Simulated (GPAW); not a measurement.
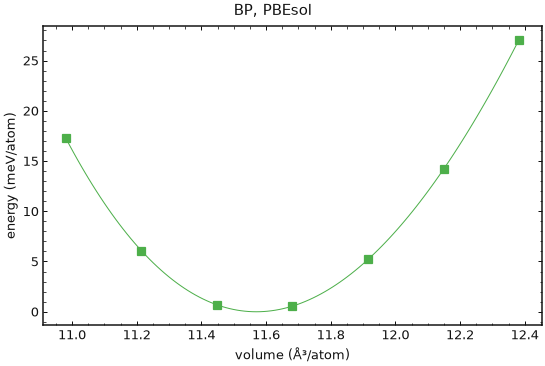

The figure shows the energy against volume for BP, space group F-43m (No. 216).

Starting cell:
```xyz
2
Lattice="0.0000 2.2690 2.2690 2.2690 0.0000 2.2690 2.2690 2.2690 0.0000" Properties=species:S:1:pos:R:3 pbc="T T T"
P     3.4035    3.4035    3.4035
B     0.0000    0.0000    0.0000
```

Calculation (GPAW 26.7.0): PAW DFT in plane waves, on a grid or in atomic orbitals, no spin polarisation; energies at scaled volumes of the given cell, shape and fractions fixed, counted from the fit's minimum, third-order Birch-Murnaghan fit. Level: PBEsol.

- k mesh: 10×10×10
- occupations: Fermi–Dirac
- smearing width: 0.05 eV
- potentials: PAW data sets made by gpaw setup for the functional
- wave cutoff: 800 eV
- program settings: basis pw

> What equilibrium volume and bulk modulus follow from the curve?

A third-order Birch–Murnaghan fit gives V0 = 11.57 Å³/atom, B0 = 170 GPa and B′ = 3.8.
